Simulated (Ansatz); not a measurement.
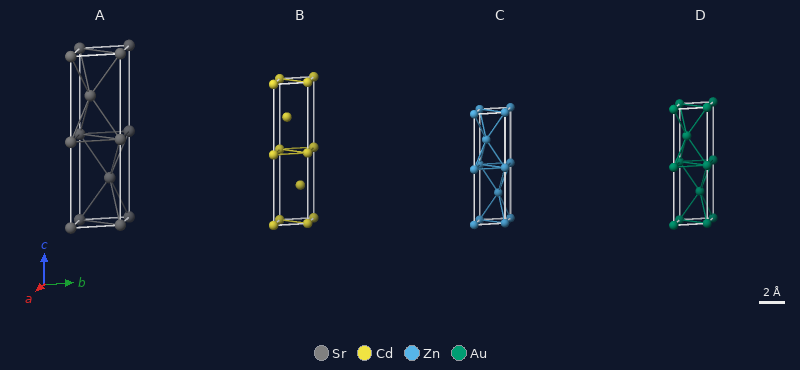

One structure type (space group P6_3/mmc for the parent) with different elements on its sites, each relaxed in cell and atoms to zero pressure (within 0.1 GPa). The picture is a ball-and-stick view of the cell of the calculation, seen from a free direction.

The calculation used Ansatz, DFT r2SCAN, scalar-relativistic, plane waves, PAW. Set-up: plane-wave cutoff 500 eV; occupations gaussian; smearing width 0.1 eV; no spin polarisation. The k-mesh is chosen for each cell (12×12×4, 18×18×4, 18×18×6).

Give the formulas, and rank the crystals by volume per atom, smallest first.

C = Zn (14.2 Å³), D = Au (17.6 Å³), B = Cd (22.1 Å³), A = Sr (56.9 Å³).
